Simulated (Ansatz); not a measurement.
**Single-point calculation of BN**

The run: single-point calculation of BN (Imm2, 2 atoms in the cell). Method and program: DFT r2SCAN, scalar-relativistic, plane waves, PAW, no spin polarisation (Ansatz 0.2.0).

The structure derives from a Materials Project entry. It belongs to a series of runs on one base structure; here: strain +0.0075 x Voigt [0, 0, 0, 0, 0, 1], atoms carried along. Figures and captions count atoms from 1; the log counts them from 0 in places.

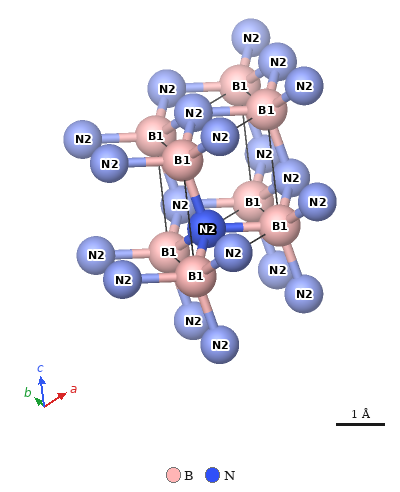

The structure as given in the input (ball-and-stick view of the reduced cell, seen slightly off an axis; neighbours outside the cell are drawn fainter; atoms are numbered from 1 in the order of the input). An atom can appear more than once, as a periodic image. Near neighbours in the periodic cell (some may lie outside the picture): B has 4 N at 1.56 to 1.57 Å; N has 4 B at 1.56 to 1.57 Å.

Input:
```yaml
crystal:
  lattice:
    - [0.0067680516, 1.8048137558, 1.8048137558]
    - [1.8048137558, 0.0067680516, 1.8048137558]
    - [1.8115818074, 1.8115818074, 0.0]
  atoms:
    - { symbol: B, position: [0.0, 0.0, 0.0] }
    - { symbol: "N", position: [0.75, 0.75, 0.75] }
basis:
  ecutwfc: 500
kpoints:
  mp_grid: { grid: [12, 12, 12] }
hamiltonian:
  xc: r2scan
scf:
  occupations: { method: gaussian, width: 0.05 }
output:
  forces: true
  stress: true
  eigenvalues: true
  write_density: true
  write_potential: true
  elf: true
  volumetric_format: npy
```

Run on 1 thread of Intel Xeon (Granite Rapids), 32 GiB of memory available, shared host.

Launch command:
```bash
ansatz run input.yaml --threads 1 --pin off --max-ram 2560MiB --backend cpu --events-out ev --progress --plain --runs-dir out
```

What the program printed:
```
Engine: ansatz 0.2.0, x86_64-unknown-linux-gnu
Pseudopotentials: kind: paw
Pseudopotential: B, paw, valence charge 3, recommended cutoff 500 eV (meta_gga), B.paw.azcp
Pseudopotential: N, paw, valence charge 5, recommended cutoff 500 eV (meta_gga), N.paw.azcp
Functional definition: r2SCAN
  parameter k0 = 0.174
  parameter k1 = 0.065
  parameter a1 = 4.9479
  exchange = r2scan_x(k0 = k0, k1 = k1, a1 = a1)
  correlation = r2scan_c
Crystal: 2 atoms, lattice volume = 11.758 Å³
Basis set: ecut = 500 eV, 307 PW (Γ), exchange–correlation on 80×80×80 points (64 copies of the dense FFT grid, shifted against one another)
Bands: 8, of which v1, the nominal top of the filled ones, is band 4 counted from 1 (3 counted from 0)
Symmetry: 4 space group operations
Space group: Imm2 (ITA 44), of the structure as read, at distance tolerance 2.3e-5 Å
k-points: 280 of 1728 (time reversal used)
Non-local potential: B, projectors of the file, l = 0: 2, l = 1: 2, l = 2: 1
Non-local potential: N, projectors of the file, l = 0: 2, l = 1: 2, l = 2: 1
PAW form: soft (Blöchl's): semilocal exchange-correlation on the pseudo side does not see the compensation charge
PAW frozen core: B, regenerated for the run's functional (the file was generated under x = pbe(κ = 0.804, μ = 0.2195149727645171), c = pbe(β = 0.06672455060314922))
PAW frozen core: N, regenerated for the run's functional (the file was generated under x = pbe(κ = 0.804, μ = 0.2195149727645171), c = pbe(β = 0.06672455060314922))
PAW one-centre angular grid: B, 302 points (default); XC on 160 Gauss nodes
PAW one-centre angular grid: N, 302 points (default); XC on 160 Gauss nodes
Initial density: superposition of atomic densities (neutral atoms: chi_scale 0, normalization atom), corrected by the library's trained network
Initial wavefunctions: pseudopotential atomic-orbital guess
Functional: x = r2scan, c = r2scan; τ floored in thin density (d = 2e-4 eV/Å³)
SCF iter   1: F=—  HF=-543.913245 eV  |F-HF|=—  |Δ(HF+E_count)|=         —  Δρ=1.17e-2  dr2=1.22e-2  dr2_τ=3.29e-1  ethr=1.77e-3  ⟨swp⟩=4.6  Hψ=14772  notcnv=0
preconditioner: auto → none  [insulator: Δε(μ)=4.926 eV  Ē_g=21.381 eV  σ=0.050 eV  W_gap=1.00  n_scr=0 (ndim 8)  ℏωp=30.6 eV  f_vac=0.000  D(μ)=0.00/eV (n_scr^D=0)  ε∞_Penn≈3.1]
SCF iter   2: F=—  HF=-544.005389 eV  |F-HF|=—  |Δ(HF+E_count)|=   9.21e-2  Δρ=6.54e-3  dr2=1.85e-3  dr2_τ=2.28e-4  ethr=1.53e-4  ⟨swp⟩=2.0  Hψ=6720  notcnv=0
SCF iter   3: F=—  HF=-544.005637 eV  |F-HF|=—  |Δ(HF+E_count)|=   2.48e-4  Δρ=1.59e-3  dr2=1.09e-4  dr2_τ=2.90e-5  ethr=2.31e-5  ⟨swp⟩=2.0  Hψ=2939  notcnv=0
SCF iter   4: F=—  HF=-544.005651 eV  |F-HF|=—  |Δ(HF+E_count)|=   1.45e-5  Δρ=1.61e-4  dr2=1.58e-6  dr2_τ=1.73e-7  ethr=1.37e-6  ⟨swp⟩=2.0  Hψ=3349  notcnv=0
SCF iter   5: F=—  HF=-544.005651 eV  |F-HF|=—  |Δ(HF+E_count)|=   8.69e-8  Δρ=6.20e-5  dr2=3.69e-7  dr2_τ=1.69e-8  ethr=1.97e-8  ⟨swp⟩=2.6  Hψ=3365  notcnv=0
SCF iter   6: F=-544.005651 eV  HF=-544.005651 eV  |F-HF|=2.60e-9  |Δ(HF+E_count)|=   4.74e-9  Δρ=1.08e-5  dr2=9.82e-9  dr2_τ=2.31e-10  ethr=1.25e-9  ⟨swp⟩=9.0  Hψ=15419  notcnv=0
SCF 1 converged in 6 iterations: F = -544.005651 eV  dr2 = 9.82e-9
  greatest PAW one-centre occupation: 0.797 electrons in one spin orbital (limit 2), on the N atom at site 1 (counted from 0), in its partial waves of l = 0
SCF converged after 6 iterations
Free energy (F): -544.005651 eV
Harris-Foulkes:  -544.005651 eV  (|F-HF|=2.60e-9)
Internal energy: -544.005651 eV  (E = F + TS)
E sigma→0 (E₀):  -544.005651 eV
Fermi energy:    13.588321 eV
--- Per-component energies (eV) ---
  E_band       = 22.332114
  E_kinetic    = 186.173646
  E_local      = -174.776955  (includes V_loc(G=0)·N_el)
  E_nonlocal   = 55.888308
  E_hartree    = 49.523811
  E_xc         = -92.367740
  E_vxc        = -127.842545  (∫ρ·V_xc dr)
  E_paw        = -209.482602  (= ΣΔE_a)
  E_vpaw       = -23.157489  (= ΣTr[D̂ρ^β])
  E_aug_tail   = 0.000018  (compensation charges beyond the density's cutoff)
  E_vtau       = 7.000640  (kinetic-family band-sum trace: ∫τ·v_τ [+ j·A + Jᵃ·Aᵃ] dr)
  E_ewald      = -358.916131
  E_core_change = -0.048007  (= ΣΔE_core)
  E_smearing   = -0.000000  (= −TS)
  E_closure    = 0.000000  (closes the sum)
  Σ components = -544.005651   (vs F -544.005651, Δ=0.00e0)
--- Forces (eV/Å), atoms counted from 1 ---
  atom   1  B      0.00000000    -0.00000000    -0.00596729
  atom   2  N     -0.00000000     0.00000000     0.00596658
  max |Σ_I F_I| component: 7.08e-7 eV/Å
--- Stress (GPa, compression-positive) ---
        0.072026      -3.509033       0.000000
       -3.509033       0.072026      -0.000000
        0.000000      -0.000000       0.042200
  P = ⅓ Tr σ = 0.0621 GPa (0.621 kbar)
--- Band table (eV; the first three rows and the last of 280) ---
  k-point 0: bands = ["-10.2592", "11.0660", "11.0803", "11.0963", "20.5656", "20.6516", "20.7721", "22.1946"]
  k-point 1: bands = ["-10.0848", "10.1070", "10.8932", "10.9118", "20.8215", "20.9603", "21.0556", "22.7461"]
  k-point 2: bands = ["-9.5684", "7.8982", "10.4469", "10.4599", "21.2113", "21.5978", "21.7152", "24.1534"]
  k-point 279: bands = ["-4.5217", "1.7341", "5.8961", "6.0383", "16.0803", "20.9464", "30.4360", "30.4494"]
```

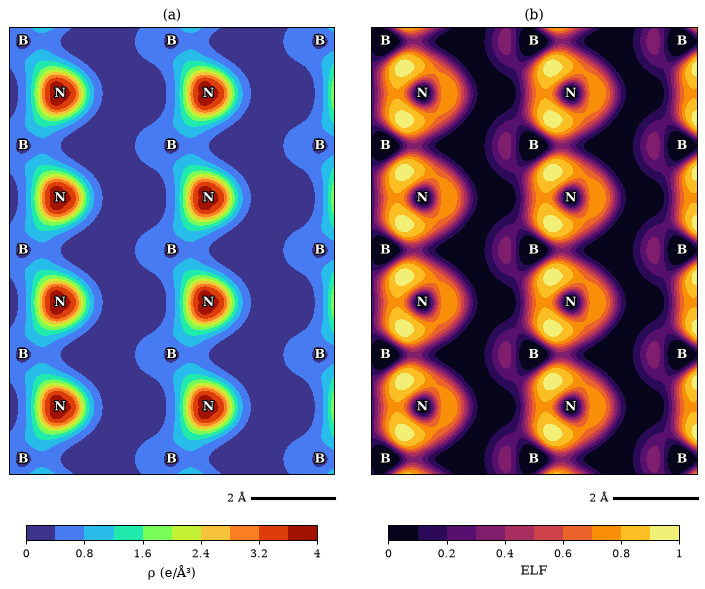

(a) valence pseudo-density; (b) electron localisation function on the (110) plane of the conventional cell. The section cuts through B and N sites. B–N (1.56 Å): ρ at the midpoint is about 1.5 e/Å³; the ELF peaks at about 0.95 between the atoms (a polar covalent bond). Away from the nuclei the density in this plane falls to 0.08 e/Å³ at its lowest. In a PAW calculation such maps are meaningful between the atoms, not at the nuclei.

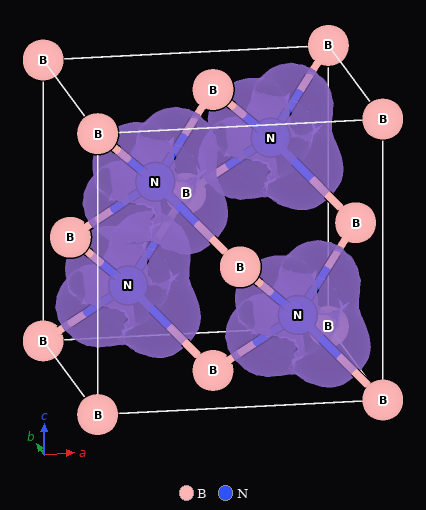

Isosurface of the ELF at 0.75 (purple), seen slightly off an axis. Only the valence region is drawn (cores and ρ < 0.01 e/Å³ removed). Sticks mark near contacts. The outline is the cell set on symmetry axes. Along the contacts the grid gives the following. B–N (1.56 Å): the ELF peaks at about 0.95 between the atoms, which marks a shared but strongly polarised pair.

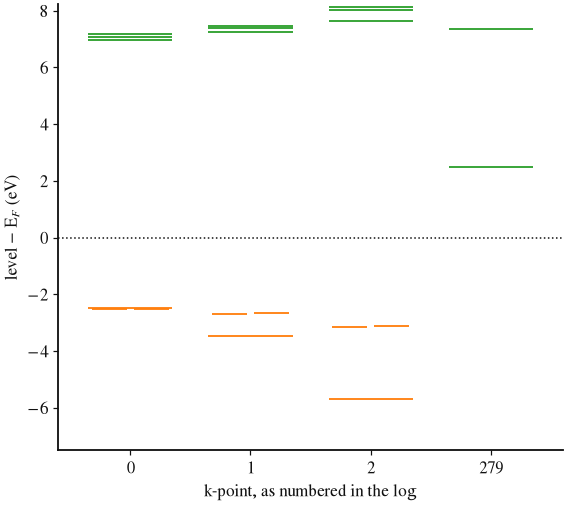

Kohn–Sham levels near the Fermi level (dotted) at the few k-points that the log prints; levels within 0.02 eV of each other stand side by side. Among these points the highest filled and lowest empty levels are 4.98 eV apart, which is the gap on the mesh.

Summary:

| quantity | value |
| --- | --- |
| outcome | converged |
| space group (tolerance 0.01 Å) | Imm2 (44) |
| electrons treated | 8 |
| free energy | −544.0057 eV |
| Fermi energy | 13.588 eV |
| gap on the k-point mesh | 4.98 eV |
| pressure | 0.06 GPa |
| largest force (length of the vector) | 0.006 eV/Å |
| wall time | 4.3 s |
| peak memory | 0.4 GiB |
